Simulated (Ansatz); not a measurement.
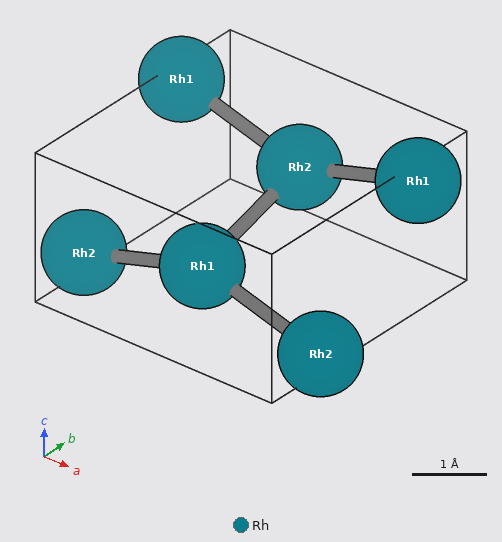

**Figure 1.** The starting structure (ball-and-stick view of the cell 2 times as large as that of the calculation, set on its symmetry axes, seen at an oblique angle; atoms are numbered from 1 in the order of the input). An atom can appear more than once, as a periodic image.

**Rh: geometry relaxation (part 1 of 2)**

System: Rh (I4₁/amd, 2 atoms in the cell).
Method: DFT, PBE, PAW with Ansatz's default frozen-core files, scalar-relativistic, no spin polarisation (Ansatz 0.2.0).

Its volume is 0.65 times that of the source entry. It belongs to a series of runs on one base structure; here: shape and atoms relaxed at 0.65 of the volume. Figures and captions count atoms from 1; the log counts them from 0 in places.

The input:
```yaml
crystal:
  lattice:
    - [-2.0741389566, 2.0741389566, 1.1798520338]
    - [2.0741389566, -2.0741389566, 1.1798520338]
    - [2.0741389566, 2.0741389566, -1.1798520338]
  atoms:
    - { symbol: Rh, position: [-0.375, -0.125, -0.25] }
    - { symbol: Rh, position: [0.375, 0.125, 0.25] }
kpoints:
  mp_grid: { grid: [18, 18, 18] }
scf:
  occupations: { method: fermi_dirac, width: 0.08 }
hamiltonian:
  xc: pbe
  pseudopotentials: { kind: paw }
output:
  forces: true
  stress: true
  write_density: true
  write_potential: true
  elf: true
  volumetric_format: npy
relax:
  f_tol: 0.005
  max_steps: 30
  cell: { stress_tol: 0.27, fix: [volume] }
```

Hardware: 1 thread of Arm Neoverse V1, 24 GiB of memory available, shared host.

Run as:
```bash
ansatz run input.yaml --threads 1 --pin off --max-ram 2048MiB --backend cpu --events-out ev --progress --plain --runs-dir out
```

The program's output:
```
Engine: ansatz 0.2.0, aarch64-unknown-linux-gnu
Pseudopotentials: kind: paw
Pseudopotential: Rh, paw, valence charge 17, recommended cutoff 420 eV (normal), Rh.paw.azcp
Functional definition: PBE
  parameter kappa = 0.804
  parameter beta = 0.06672455060314922
  exchange = pbe_x(kappa = kappa, mu = beta*pi^2/3)
  correlation = pbe_c(beta = beta)
Crystal: 2 atoms, lattice volume = 20.303 Å³
Basis set: ecut = 420 eV, 383 PW (Γ), exchange–correlation on 48×48×48 points (8 copies of the dense FFT grid, shifted against one another)
Bands: 21, of which v1, the nominal top of the filled ones, is band 17 counted from 1 (16 counted from 0)
Symmetry: 16 space group operations
Space group: I41/amd (ITA 141), of the structure as read, at distance tolerance 2.7e-5 Å
k-points: 480 of 5832
Non-local potential: Rh, projectors of the file, l = 0: 3, l = 1: 2, l = 2: 2, l = 3: 1
PAW form: soft (Blöchl's): semilocal exchange-correlation on the pseudo side does not see the compensation charge
PAW one-centre angular grid: Rh, 590 points (default); XC on 64 Gauss nodes
Initial density: superposition of atomic densities (neutral atoms: chi_scale 0, normalization atom), corrected by the library's trained network
Initial wavefunctions: pseudopotential atomic-orbital guess
Functional: x = pbe(κ = 0.804, μ = 0.2195149727645171), c = pbe(β = 0.06672455060314922)
SCF iter   1: F=—  HF=-12799.019537 eV  |F-HF|=—  |Δ(HF+E_count)|=         —  Δρ=1.71e-2  dr2=2.01e-2  ethr=1.77e-3  ⟨swp⟩=5.3  Hψ=43746  notcnv=0
preconditioner: auto → none  [metal: Δε(μ)=0.002 eV  Ē_g=10.673 eV  σ=0.080 eV  W_gap=0.01  n_scr=4 (ndim 8)  ℏωp=35.0 eV  f_vac=0.000  D(μ)=1.63/eV (n_scr^D=16)  sad-step TF]
SCF iter   2: F=—  HF=-12799.011373 eV  |F-HF|=—  |Δ(HF+E_count)|=   8.16e-3  Δρ=9.18e-3  dr2=6.42e-3  ethr=5.92e-5  ⟨swp⟩=1.1  Hψ=14282  notcnv=0
SCF iter   3: F=—  HF=-12799.007579 eV  |F-HF|=—  |Δ(HF+E_count)|=   3.79e-3  Δρ=1.12e-3  dr2=5.77e-5  ethr=1.89e-5  ⟨swp⟩=2.6  Hψ=17403  notcnv=0
SCF iter   4: F=—  HF=-12799.007592 eV  |F-HF|=—  |Δ(HF+E_count)|=   1.30e-5  Δρ=2.70e-4  dr2=4.92e-6  ethr=1.70e-7  ⟨swp⟩=2.5  Hψ=18757  notcnv=0
SCF iter   5: F=—  HF=-12799.007590 eV  |F-HF|=—  |Δ(HF+E_count)|=   1.79e-6  Δρ=3.66e-5  dr2=1.02e-7  ethr=1.45e-8  ⟨swp⟩=2.3  Hψ=17893  notcnv=0
SCF iter   6: F=-12799.007590 eV  HF=-12799.007590 eV  |F-HF|=6.95e-9  |Δ(HF+E_count)|=   3.19e-8  Δρ=8.36e-6  dr2=8.74e-9  ethr=2.94e-10  ⟨swp⟩=8.7  Hψ=63379  notcnv=0
SCF 1 converged in 6 iterations: F = -12799.007590 eV  dr2 = 8.74e-9
  greatest PAW one-centre occupation: 1.000 electrons in one spin orbital (limit 2), on the Rh atom at site 1 (counted from 0), in its partial waves of l = 0
relax step   1: F+E_penalty+E_count = -12799.00758999 eV  Δ(F+E_penalty+E_count) = +0.000e0 eV  max|allowed force component| = 6.939e-17 eV/Å  Δτ_max = 0.0000 Å  P = +253.566 GPa  Ω = 20.303 Å³  fix = [volume]  reactions: volume +253.566 GPa  (6 SCF iters, dr2 threshold 1.00e-7 eV, accepted)
Basis set: ecut = 420 eV, 399 PW (Γ), exchange–correlation on 48×48×48 points (8 copies of the dense FFT grid, shifted against one another)
Initial density: handed on by an earlier stage of this run
Initial wavefunctions: those handed on with the density
iter 1 solved again at ethr=1.09e-6 eV; its pass at ethr=3.10e-3 eV (dr2=3.69e-4 eV) is discarded
SCF iter   1: F=—  HF=-12799.045824 eV  |F-HF|=—  |Δ(HF+E_count)|=         —  Δρ=3.29e-3  dr2=3.42e-4  ethr=1.09e-6  ⟨swp⟩=3.1  Hψ=64144  notcnv=0
preconditioner: auto → none  [metal: Δε(μ)=0.003 eV  Ē_g=10.641 eV  σ=0.080 eV  W_gap=0.01  n_scr=4 (ndim 8)  ℏωp=35.0 eV  f_vac=0.000  D(μ)=1.80/eV (n_scr^D=16)]
SCF iter   2: F=—  HF=-12799.045933 eV  |F-HF|=—  |Δ(HF+E_count)|=   1.09e-4  Δρ=1.59e-3  dr2=7.09e-5  ethr=1.01e-6  ⟨swp⟩=1.0  Hψ=10089  notcnv=0
SCF iter   3: F=—  HF=-12799.045977 eV  |F-HF|=—  |Δ(HF+E_count)|=   4.34e-5  Δρ=2.20e-4  dr2=5.06e-6  ethr=2.08e-7  ⟨swp⟩=2.3  Hψ=14870  notcnv=0
iter 4 did not close the SCF: its close was put off for the readings that it lacked (scf_convergence_deferred on its scf_iter line)
SCF iter   4: F=-12799.045976 eV  HF=-12799.045976 eV  |F-HF|=4.91e-11  |Δ(HF+E_count)|=   9.83e-7  Δρ=2.55e-5  dr2=3.51e-8  ethr=1.49e-8  ⟨swp⟩=2.8  Hψ=18323  notcnv=0
iter 5 did not close the SCF: its close was put off for the readings that it lacked (scf_convergence_deferred on its scf_iter line)
SCF iter   5: F=-12799.045976 eV  HF=-12799.045976 eV  |F-HF|=7.75e-10  |Δ(HF+E_count)|=   9.24e-9  Δρ=3.18e-6  dr2=1.25e-9  ethr=1.03e-10  ⟨swp⟩=2.0  Hψ=15608  notcnv=0
SCF iter   6: F=-12799.045976 eV  HF=-12799.045976 eV  |F-HF|=3.27e-11  |Δ(HF+E_count)|=  1.96e-10  Δρ=6.31e-7  dr2=5.31e-11  ethr=3.67e-12  ⟨swp⟩=5.1  Hψ=55467  notcnv=0
SCF 2 converged in 6 iterations: F = -12799.045976 eV  dr2 = 5.31e-11
relax step   2: F+E_penalty+E_count = -12799.04597574 eV  Δ(F+E_penalty+E_count) = -3.839e-2 eV  max|allowed force component| = 5.551e-17 eV/Å  Δτ_max = 0.0000 Å  P = +251.723 GPa  Ω = 20.303 Å³  energy of the carried Pulay correction = +1.613e-6 eV  fix = [volume]  reactions: volume +251.723 GPa  (6 SCF iters, dr2 threshold 2.00e-7 eV, accepted)
iter 1 solved again at ethr=6.23e-8 eV; its pass at ethr=3.10e-3 eV (dr2=2.12e-5 eV) is discarded
SCF iter   1: F=—  HF=-12799.049909 eV  |F-HF|=—  |Δ(HF+E_count)|=         —  Δρ=8.66e-4  dr2=2.16e-5  ethr=6.23e-8  ⟨swp⟩=2.8  Hψ=61412  notcnv=0
preconditioner: auto → none  [metal: Δε(μ)=0.002 eV  Ē_g=10.654 eV  σ=0.080 eV  W_gap=0.01  n_scr=4 (ndim 8)  ℏωp=35.0 eV  f_vac=0.000  D(μ)=1.77/eV (n_scr^D=16)]
SCF iter   2: F=—  HF=-12799.049917 eV  |F-HF|=—  |Δ(HF+E_count)|=   7.68e-6  Δρ=4.05e-4  dr2=4.48e-6  ethr=6.23e-8  ⟨swp⟩=1.0  Hψ=10080  notcnv=0
iter 3 did not close the SCF: its close was put off for the readings that it lacked (scf_convergence_deferred on its scf_iter line)
SCF iter   3: F=-12799.049919 eV  HF=-12799.049919 eV  |F-HF|=3.27e-8  |Δ(HF+E_count)|=   2.59e-6  Δρ=3.70e-5  dr2=9.18e-8  ethr=1.32e-8  ⟨swp⟩=1.0  Hψ=10080  notcnv=0
iter 4 did not close the SCF: its close was put off for the readings that it lacked (scf_convergence_deferred on its scf_iter line)
SCF iter   4: F=-12799.049919 eV  HF=-12799.049919 eV  |F-HF|=1.46e-11  |Δ(HF+E_count)|=   8.78e-9  Δρ=5.78e-6  dr2=1.73e-9  ethr=2.70e-10  ⟨swp⟩=2.6  Hψ=18778  notcnv=0
iter 5 did not close the SCF: its close was put off for the readings that it lacked (scf_convergence_deferred on its scf_iter line)
SCF iter   5: F=-12799.049919 eV  HF=-12799.049919 eV  |F-HF|=5.46e-11  |Δ(HF+E_count)|=  4.44e-10  Δρ=1.65e-6  dr2=9.96e-11  ethr=5.08e-12  ⟨swp⟩=2.0  Hψ=15678  notcnv=0
SCF iter   6: F=-12799.049919 eV  HF=-12799.049919 eV  |F-HF|=1.82e-12  |Δ(HF+E_count)|=  7.09e-11  Δρ=1.69e-7  dr2=1.45e-12  ethr=1.00e-12  ⟨swp⟩=5.2  Hψ=49556  notcnv=0
SCF 3 converged in 6 iterations: F = -12799.049919 eV  dr2 = 1.45e-12
relax step   3: F+E_penalty+E_count = -12799.04991944 eV  Δ(F+E_penalty+E_count) = -3.944e-3 eV  max|allowed force component| = 2.082e-17 eV/Å  Δτ_max = 0.0000 Å  P = +251.935 GPa  Ω = 20.303 Å³  energy of the carried Pulay correction = +1.228e-6 eV  fix = [volume]  reactions: volume +251.935 GPa  (6 SCF iters, dr2 threshold 2.00e-7 eV, accepted)
iter 1 solved again at ethr=4.72e-10 eV; its pass at ethr=3.10e-3 eV (dr2=1.60e-7 eV) is discarded
SCF iter   1: F=—  HF=-12799.049923 eV  |F-HF|=—  |Δ(HF+E_count)|=         —  Δρ=2.93e-5  dr2=2.50e-8  ethr=4.72e-10  ⟨swp⟩=3.0  Hψ=56412  notcnv=0
preconditioner: auto → none  [metal: Δε(μ)=0.000 eV  Ē_g=10.654 eV  σ=0.080 eV  W_gap=0.00  n_scr=4 (ndim 8)  ℏωp=35.0 eV  f_vac=0.000  D(μ)=1.77/eV (n_scr^D=16)]
iter 2 did not close the SCF: its close was put off for the readings that it lacked (scf_convergence_deferred on its scf_iter line)
SCF iter   2: F=-12799.049925 eV  HF=-12799.049925 eV  |F-HF|=3.02e-9  |Δ(HF+E_count)|=   1.61e-6  Δρ=1.39e-5  dr2=5.30e-9  ethr=7.36e-11  ⟨swp⟩=1.0  Hψ=10093  notcnv=0
iter 3 did not close the SCF: its close was put off for the readings that it lacked (scf_convergence_deferred on its scf_iter line)
SCF iter   3: F=-12799.049925 eV  HF=-12799.049925 eV  |F-HF|=6.55e-11  |Δ(HF+E_count)|=   3.19e-9  Δρ=1.25e-6  dr2=1.33e-10  ethr=1.56e-11  ⟨swp⟩=1.0  Hψ=10193  notcnv=0
iter 4 did not close the SCF: its close was put off for the readings that it lacked (scf_convergence_deferred on its scf_iter line)
SCF iter   4: F=-12799.049925 eV  HF=-12799.049925 eV  |F-HF|=0.00e0  |Δ(HF+E_count)|=    0.00e0  Δρ=2.08e-7  dr2=1.79e-12  ethr=1.00e-12  ⟨swp⟩=2.1  Hψ=15023  notcnv=0
iter 5 did not close the SCF: its close was put off for the readings that it lacked (scf_convergence_deferred on its scf_iter line)
SCF iter   5: F=-12799.049925 eV  HF=-12799.049925 eV  |F-HF|=7.28e-12  |Δ(HF+E_count)|=    0.00e0  Δρ=4.71e-8  dr2=8.51e-14  ethr=1.00e-12  ⟨swp⟩=1.0  Hψ=10080  notcnv=0
SCF iter   6: F=-12799.049925 eV  HF=-12799.049925 eV  |F-HF|=0.00e0  |Δ(HF+E_count)|=    0.00e0  Δρ=5.95e-9  dr2=1.16e-15  ethr=1.00e-12  ⟨swp⟩=3.8  Hψ=39015  notcnv=0
SCF 4 converged in 6 iterations: F = -12799.049925 eV  dr2 = 1.16e-15
relax step   4: F+E_penalty+E_count = -12799.04992477 eV  Δ(F+E_penalty+E_count) = -5.329e-6 eV  max|allowed force component| = 3.469e-17 eV/Å  Δτ_max = 0.0000 Å  P = +251.925 GPa  Ω = 20.303 Å³  energy of the carried Pulay correction = +1.242e-6 eV  fix = [volume]  reactions: volume +251.925 GPa  (6 SCF iters, dr2 threshold 1.89e-7 eV, accepted)
Initial wavefunctions: pseudopotential atomic-orbital guess (no wavefunctions were taken with the density)
iter 1 solved again at ethr=2.82e-8 eV; its pass at ethr=3.10e-3 eV (dr2=9.60e-6 eV) is discarded
SCF iter   1: F=—  HF=-12799.049948 eV  |F-HF|=—  |Δ(HF+E_count)|=         —  Δρ=8.36e-5  dr2=2.00e-7  ethr=2.82e-8  ⟨swp⟩=4.4  Hψ=74749  notcnv=0
SCF iter   2: F=—  HF=-12799.049949 eV  |F-HF|=—  |Δ(HF+E_count)|=   1.38e-6  Δρ=3.47e-5  dr2=2.58e-8  ethr=5.87e-10  ⟨swp⟩=2.4  Hψ=17401  notcnv=0
SCF iter   3: F=—  HF=-12799.049949 eV  |F-HF|=—  |Δ(HF+E_count)|=   8.51e-8  Δρ=8.96e-6  dr2=1.56e-9  ethr=7.58e-11  ⟨swp⟩=2.5  Hψ=16241  notcnv=0
iter 4 did not close the SCF: its close was put off for the readings that it lacked (scf_convergence_deferred on its scf_iter line)
SCF iter   4: F=-12799.049949 eV  HF=-12799.049949 eV  |F-HF|=2.36e-11  |Δ(HF+E_count)|=   7.44e-9  Δρ=8.08e-7  dr2=2.36e-11  ethr=4.60e-12  ⟨swp⟩=2.1  Hψ=14922  notcnv=0
iter 5 did not close the SCF: its close was put off for the readings that it lacked (scf_convergence_deferred on its scf_iter line)
SCF iter   5: F=-12799.049949 eV  HF=-12799.049949 eV  |F-HF|=0.00e0  |Δ(HF+E_count)|=  2.55e-11  Δρ=4.20e-8  dr2=2.23e-13  ethr=1.00e-12  ⟨swp⟩=1.0  Hψ=10086  notcnv=0
iter 6 did not close the SCF: its close was put off for the readings that it lacked (scf_convergence_deferred on its scf_iter line)
SCF iter   6: F=-12799.049949 eV  HF=-12799.049949 eV  |F-HF|=3.64e-12  |Δ(HF+E_count)|=  1.82e-12  Δρ=1.31e-8  dr2=1.45e-14  ethr=1.00e-12  ⟨swp⟩=1.0  Hψ=10080  notcnv=0
iter 7 did not close the SCF: its close was put off for the readings that it lacked (scf_convergence_deferred on its scf_iter line)
SCF iter   7: F=-12799.049949 eV  HF=-12799.049949 eV  |F-HF|=1.82e-12  |Δ(HF+E_count)|=    0.00e0  Δρ=3.20e-9  dr2=6.26e-16  ethr=1.00e-12  ⟨swp⟩=1.0  Hψ=10080  notcnv=0
SCF iter   8: F=-12799.049949 eV  HF=-12799.049949 eV  |F-HF|=0.00e0  |Δ(HF+E_count)|=  1.82e-12  Δρ=1.02e-9  dr2=8.63e-17  ethr=1.00e-12  ⟨swp⟩=3.2  Hψ=31536  notcnv=0
SCF 5 converged in 8 iterations: F = -12799.049949 eV  dr2 = 8.63e-17
relax step   5: F+E_penalty+E_count = -12799.04994898 eV  Δ(F+E_penalty+E_count) = -2.421e-5 eV  max|allowed force component| = 6.939e-18 eV/Å  Δτ_max = 0.0000 Å  P = +251.921 GPa  Ω = 20.303 Å³  fix = [volume]  reactions: volume +251.921 GPa  stress off target by 1.79e-2 GPa on what of the cell is left free  SCF on the basis re-selected at this cell (its energy is not comparable with the rows above)  (8 SCF iters)
```

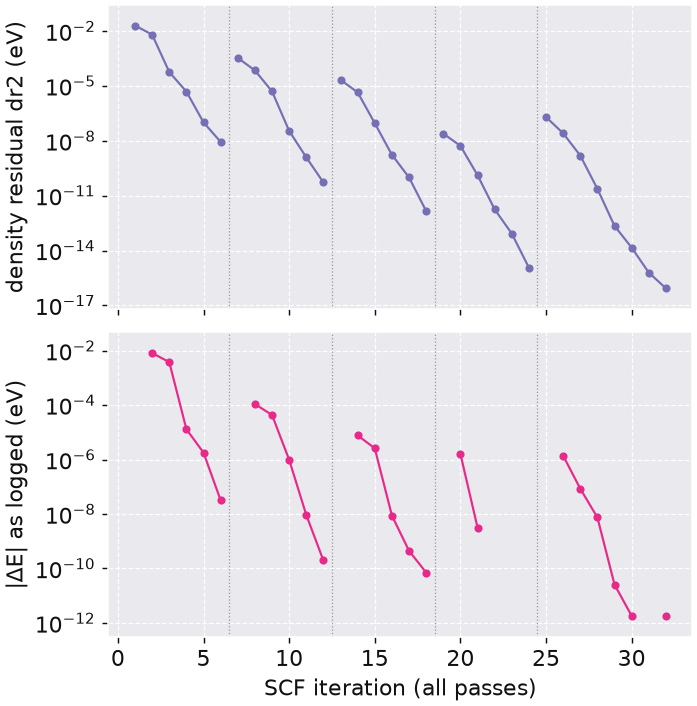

**Figure 2.** Convergence of the self-consistent field: density residual dr2 and size of the energy change against the SCF iteration. The dotted lines part the SCF passes of the relaxation: geometry steps, rejected trials and re-solves on a re-selected basis. The 5 passes take 6 to 8 iterations each, 32 in all.

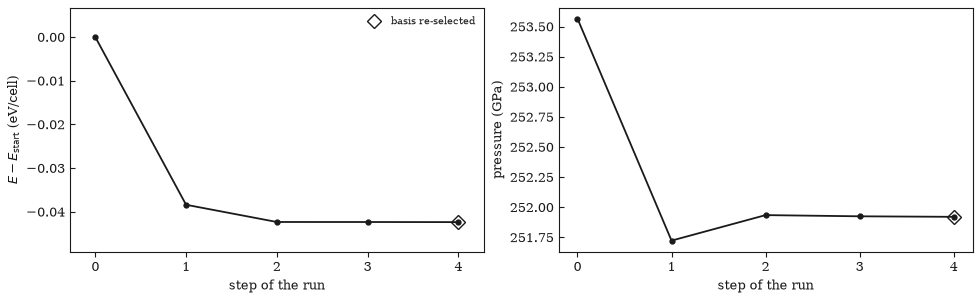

**Figure 3.** Progress of the relaxation, step by step (the first geometry is step 0 here and step 1 in the log).
